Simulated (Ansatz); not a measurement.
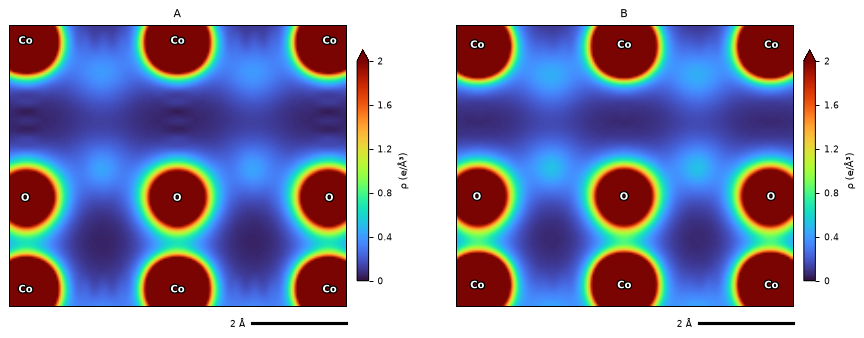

CoO. The valence charge density (pseudo) of two cells that differ in size, on the (100) plane of each (indices in the axes of the calculation cell), at one length scale and on one colour scale; one has 10.9 and the other 12.0 Å³ an atom.

The calculation used Kohn-Sham DFT of a periodic cell, PBEsol, Ansatz PAW in Ansatz.

The density is the valence pseudo-density of a PAW calculation; it isn't the true density close to the nuclei.

The larger cell:

```
Co O
1.0
     3.23972    0.00000    0.00000
    -1.61986    2.80568    0.00000
     0.00000    0.00000    5.29752
Co O
2 2
Direct
  0.33333 0.66667 0.50336
  0.00000 0.00000 0.00347
  0.33333 0.66667 0.87156
  0.00000 0.00000 0.37161
```

The smaller cell: a = 3.132 Å, b = 3.132 Å, c = 5.122 Å, α = 90.00°, β = 90.00°, γ = 120.00°.

Q: Which is the denser cell? Describe the effect of the change.

A: Panel B is the smaller cell, by 10 % in volume. From the larger cell to the smaller, Co–O goes from 1.95 to 1.89 Å, and the density at its midpoint from 0.67 to 0.82 e/Å³; the pressure goes from −14 to −2.8 GPa; the largest moment (Co) goes from 2.1 to 1.9 μB.
